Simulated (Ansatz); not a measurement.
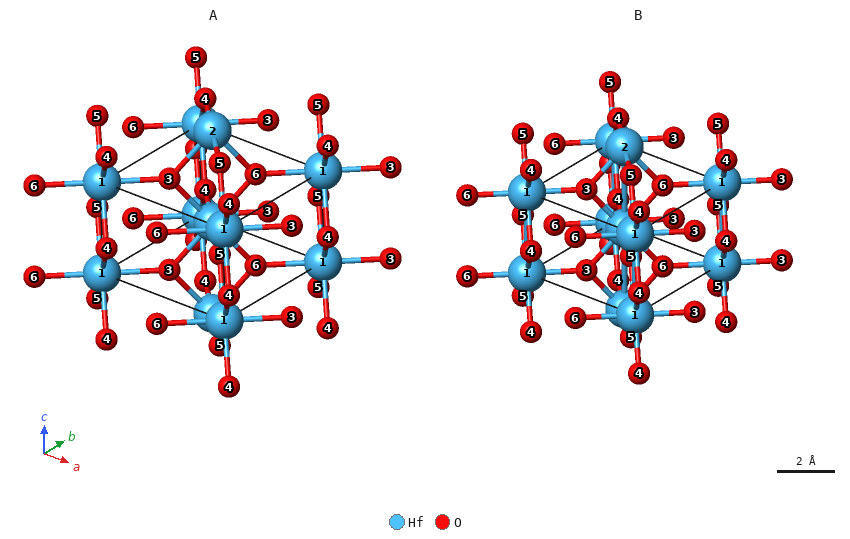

Two geometries of solid HfO2 (built on the rutile type), drawn at one scale. One is the start of a relaxation, the other its converged end. The picture is a ball-and-stick view of the cell of the calculation, seen from a free direction.

All numbers below come from Ansatz 0.2.0, DFT, PBE, plane waves, PAW. (plane-wave cutoff 420 eV; k-point mesh 4 × 4 × 6; occupations fermi dirac; smearing width 0.02 eV; no spin polarisation; cell and atoms relaxed; force threshold 0.005 eV/Å)

Question: Which geometry has the lower energy?

Answer: Structure B is the relaxed one. After 7 accepted moves (9 points after the start) the energy has fallen by 5.303 eV per cell of the calculation. The largest force component goes from 0.58 to 0.00031 eV/Å. The pressure goes from −35.72 to 0.00 GPa. The SCF was repeated twice at an unchanged geometry on a basis and grid sized afresh for the cell, which shifted the energy by 27.3 meV per cell of the calculation at most. The atoms keep their places relative to the cell (all moves are under 0.005 Å). The volume changes by −30.8 %, with a = b 5.528 → 4.880 Å (−11.7 %), c 3.649 → 3.238 Å (−11.3 %). Near-neighbour distances that change, for instance: Hf1–Hf1 3.649 → 3.238 Å, Hf1–O3 2.385 → 2.106 Å, Hf1–O4 2.377 → 2.104 Å. The space group stays P4_2/mnm (No. 136). The run took 20 s on 2 threads of AMD EPYC 7R13 Processor (Zen 3), on a shared host, peak memory 0.65 GiB.
